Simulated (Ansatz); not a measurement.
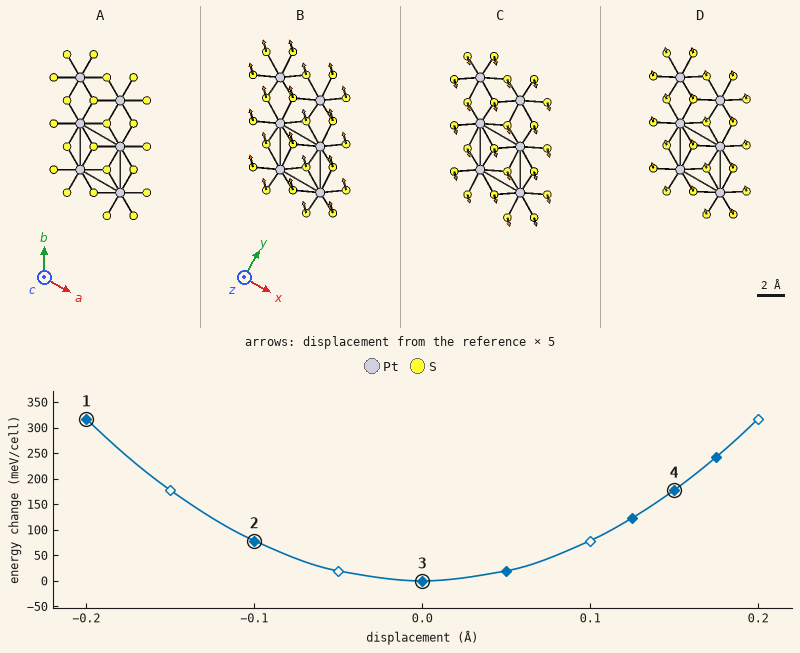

Energy scan for a crystal of PtS2 (P-3m1), in which the whole S sublattice is shifted rigidly, along Cartesian [1 -1 0], all else fixed. The frames are shuffled; the numbered points of the plot belong to them. Hollow markers are points alike by symmetry, not computed again. The picture is a ball-and-stick view of the cell of the calculation, repeated 1 × 2 × 1 with one cell outlined, seen along the c axis. Orange arrows: displacements from the reference.

Method: Ansatz 0.2.0, DFT PBEsol, scalar-relativistic, plane waves, PAW. Settings: plane-wave cutoff 420 eV; k-point mesh 12 × 12 × 8; occupations gaussian; smearing width 0.05 eV; no spin polarisation. Energies (free energies at the smearing named) are counted from the cell as listed in its source, which wasn't relaxed.

Q: Which frame belongs to which numbered point?

A: Point 1 is frame B (the displacement −0.20 Å, 317 meV/cell); 2 is frame D (the displacement −0.10 Å, 79 meV/cell); 3 is frame A (the displacement 0.00 Å, 0 meV/cell); 4 is frame C (the displacement 0.15 Å, 178 meV/cell). Of the computed points the lowest is at the displacement 0.00 Å, 0 meV/cell. At the ends of the scan the energy is 317 meV/cell (−0.20 Å) and 317 meV/cell (0.20 Å). The curvature at zero is about 16 eV/Å² per cell. The well is symmetric. At the highest point the shortest interatomic distance is 2.24 Å, against 2.40 Å in the reference. The distortion takes the space group from P-3m1 to P1.

Limits of the set-up: layers or molecules are held without a dispersion correction, so their spacing is unreliable.
